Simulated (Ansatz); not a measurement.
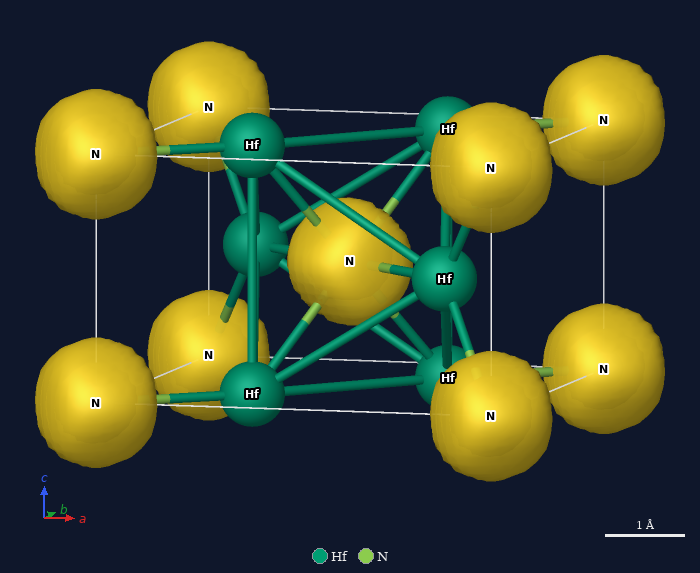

The picture shows: Hf$_{2}$N. Isosurface of the electron localisation function at 0.75 (yellow), seen slightly off an axis. Core shells and regions of very low density are left out. Sticks mark near contacts.

Space group Pnnm; a structure from a database of computed crystals, not necessarily the ambient phase; PAW files of the earlier set (soft_1).

The calculation used DFT LDA, scalar-relativistic, plane waves, PAW (Ansatz 0.2.0).

Core electrons are frozen (PAW), and the valence fields are smoothed inside the atomic spheres.

```
Hf N
1.0
     5.25216    0.00000    0.00000
     0.00000    5.25216    0.00000
     0.00000    0.00000    3.20058
Hf N
4 2
Cartesian
  1.6646 1.4384 0.0000
  3.5875 3.8138 0.0000
  4.2907 1.1877 1.6003
  0.9615 4.0644 1.6003
  0.0000 0.0000 0.0000
  2.6261 2.6261 1.6003
```

Q: Identify the bonds, lone pairs and shells in this picture.

A: The ELF exceeds this value in two regions wrapped around N (the valence shell of each), counted in one cell of 6 atoms. Any copies at cell faces, edges or corners count once.

Values along the shortest contacts:
Hf–N (2.20 Å): the ELF peaks at about 0.80 in the valence shell of N, 0.7 Å from its nucleus, and drops to about 0.15 between the two atoms: no localised pair shows between them. Hf–Hf (3.06 Å): the ELF is about 0.10 at the midpoint: no localised pair shows between them.
